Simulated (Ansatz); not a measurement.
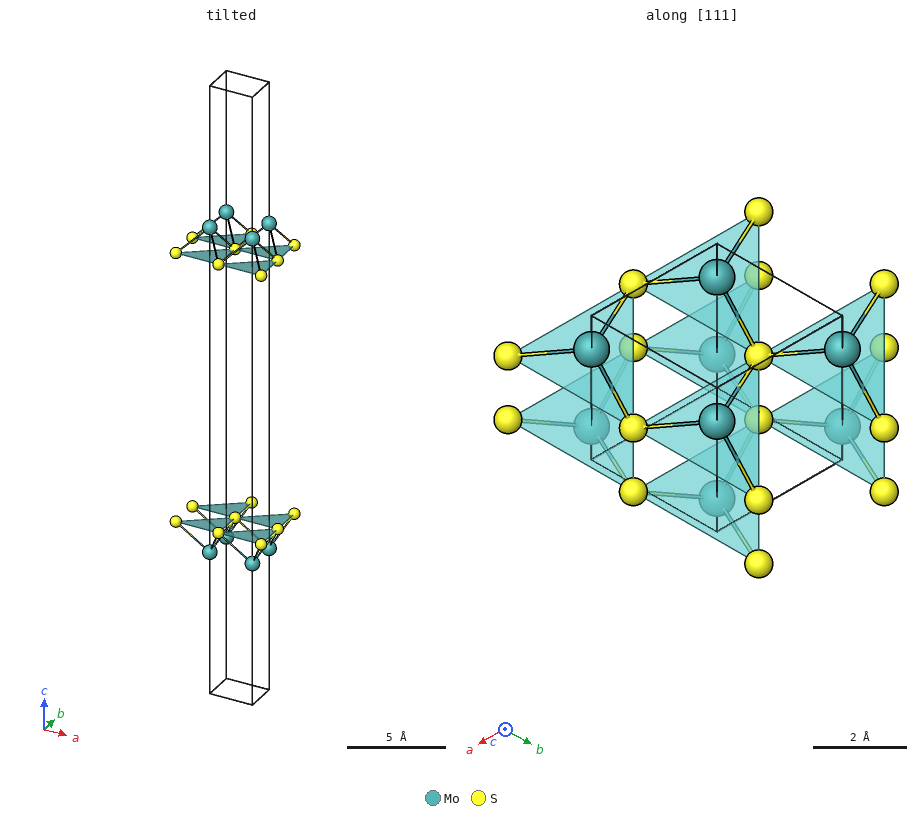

Shown here is a polyhedral view of the crystal, taken slightly off an axis and along [111]. Thin lines show the simulation cell, with boundary atoms drawn in all their periodic places. Some atoms of the next cells are drawn as well.

Describe the crystal.

- It has the composition MoS.
- The cell has 4 atoms, namely 2 Mo, 2 S.
- The coordination shell of Mo holds three S in a trigonal pyramidal arrangement at about 2.4 Å. S is coordinated by three Mo in a trigonal pyramidal arrangement at about 2.4 Å. Not all metal-metal contacts are counted.
- The bonds build MoS layers parallel to (001).

The initial geometry was a structure listed in the Materials Project, from which a slab was cut. The atoms were relaxed in a fixed cell with DFT PBEsol, scalar-relativistic, plane waves, PAW (Ansatz 0.2.0).
